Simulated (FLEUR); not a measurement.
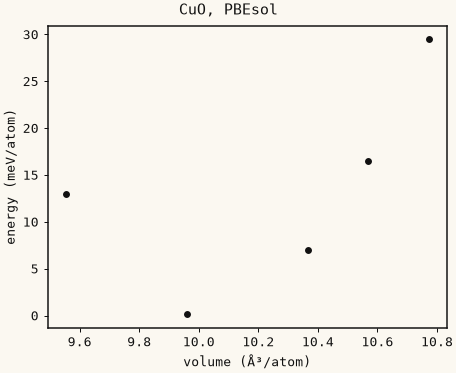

The picture above shows the energy against volume for CuO, space group Cc (No. 9).

Cell as given: a = 2.904 Å, b = 2.904 Å, c = 5.132 Å, α = 97.78°, β = 97.78°, γ = 72.32°; 4 atoms.

Computed with FLEUR MaX-R8.1 (later development tree): all-electron LAPW DFT, no spin polarisation; energies at scaled volumes of the given cell, shape and fractions fixed, counted from the fit's minimum, third-order Birch-Murnaghan fit. Level: PBEsol.

- k mesh: 10×10×5
- occupations: Fermi–Dirac
- smearing width: 0.05 eV
- potentials: all electron
- program settings: basis FLAPW, kmax 5.36 1/bohr

The points at volume 9.76 Å³/atom and 10.16 Å³/atom are left out of the plot. What values does the calculation give there?

| volume (Å³/atom) | energy (meV/atom) |
| --- | --- |
| 9.76 | 3.80 |
| 10.16 | 1.36 |

Note: shape and atomic fractions are frozen while scaling, which makes layered, chain and framework solids too stiff.
